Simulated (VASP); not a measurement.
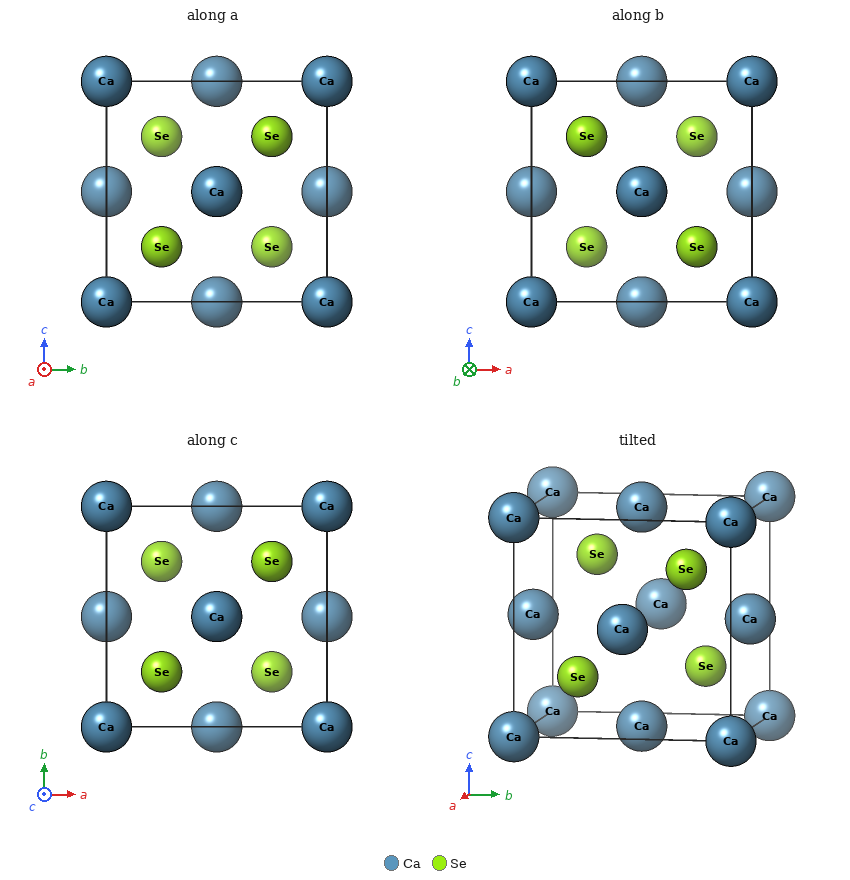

Shown here is a spheres-only view of the crystal, taken along the a axis, along the b axis, along the c axis and slightly off an axis. One conventional unit cell is outlined, and atoms on its boundary appear in each equivalent place.

Lattice parameters: a = 6.4289 Å, b = 6.4289 Å, c = 6.4289 Å, α = 90.000°, β = 90.000°, γ = 90.000°.

Give the structure in the form of a CIF in P1 with every atom of the cell.

Answer.
```cif
data_structure
_symmetry_space_group_name_H-M 'P 1'
_symmetry_Int_Tables_number 1
_cell_length_a 6.4289
_cell_length_b 6.4289
_cell_length_c 6.4289
_cell_angle_alpha 90.000
_cell_angle_beta 90.000
_cell_angle_gamma 90.000
_cell_volume 265.71
loop_
_atom_site_label
_atom_site_type_symbol
_atom_site_fract_x
_atom_site_fract_y
_atom_site_fract_z
_atom_site_occupancy
Ca1 Ca 0.0000 0.0000 0.0000 1
Se1 Se 0.2500 0.2500 0.7500 1
Ca2 Ca 0.0000 0.5000 0.5000 1
Se2 Se 0.2500 0.7500 0.2500 1
Ca3 Ca 0.5000 0.0000 0.5000 1
Se3 Se 0.7500 0.2500 0.2500 1
Ca4 Ca 0.5000 0.5000 0.0000 1
Se4 Se 0.7500 0.7500 0.7500 1
```

The cell started as a structure type filled with these elements by a generator (whether the compound takes this form wasn't checked). What is shown is the relaxed result from DFT, LDA, plane waves, PAW (VASP 6.6.1).
